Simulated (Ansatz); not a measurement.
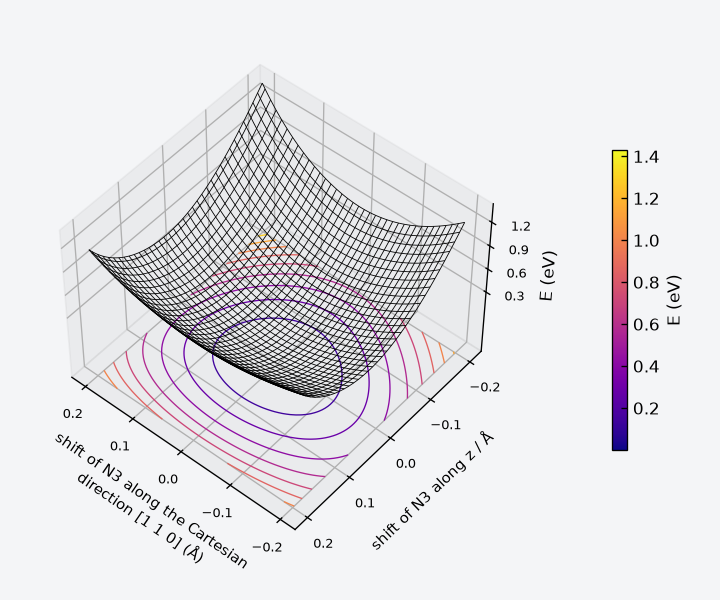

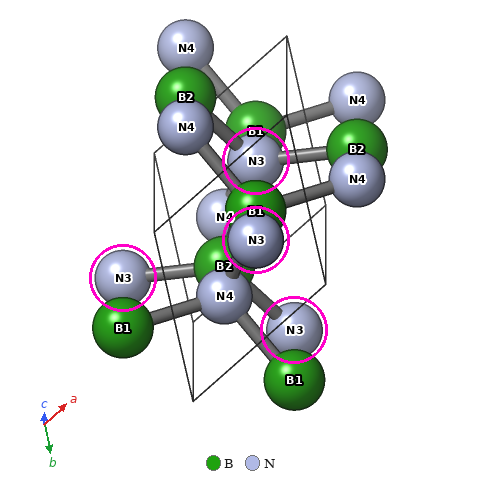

Energy landscape of BN (P6_3mc, No. 186; 4 atoms in the cell). Atom N3 is moved over a plane while all other atoms and the cell stay fixed (its periodic images move with it) (x along [1 0 0], y along [1 2 0], z along [0 0 1] of the conventional cell). The first coordinate is: shift of N3 along the Cartesian direction [1 1 0]; the second: shift of N3 along z. The scan uses a 5 × 5 grid. Points are written as (first, second). Energies: eV per cell, counted from the lowest grid point. The reference cell is the one listed in the database, not relaxed at this level. Theory: DFT PBEsol, scalar-relativistic, plane waves, PAW in Ansatz 0.2.0. Settings: cutoff 650 eV, k-mesh 12×12×6 in the order of the run's cell vectors, gaussian smearing 0.05 eV, no spin polarisation.

Drawn: a relief with its contours projected below. Between grid points the surface is interpolated. The second picture is the structure at the lowest point

What does the map say about the system?

Answer. The lowest grid point is at (0.0 Å, 0.0 Å). It is the only kind of minimum in the scanned range. The highest grid point, (0.2 Å, −0.2 Å), lies 1.43 eV above the lowest. Near the minimum the curvatures are about 25 and 36 eV/Å² along the soft and the stiff direction.

Grid values (eV):

```tsv
second ↓, first →	−0.2	−0.1	0.0	0.1	0.2
0.2	1.08	0.93	0.87	0.94	1.17
0.1	0.52	0.29	0.20	0.30	0.63
0.0	0.42	0.11	0.00	0.13	0.57
−0.1	0.68	0.31	0.17	0.33	0.86
−0.2	1.22	0.78	0.62	0.81	1.43
```
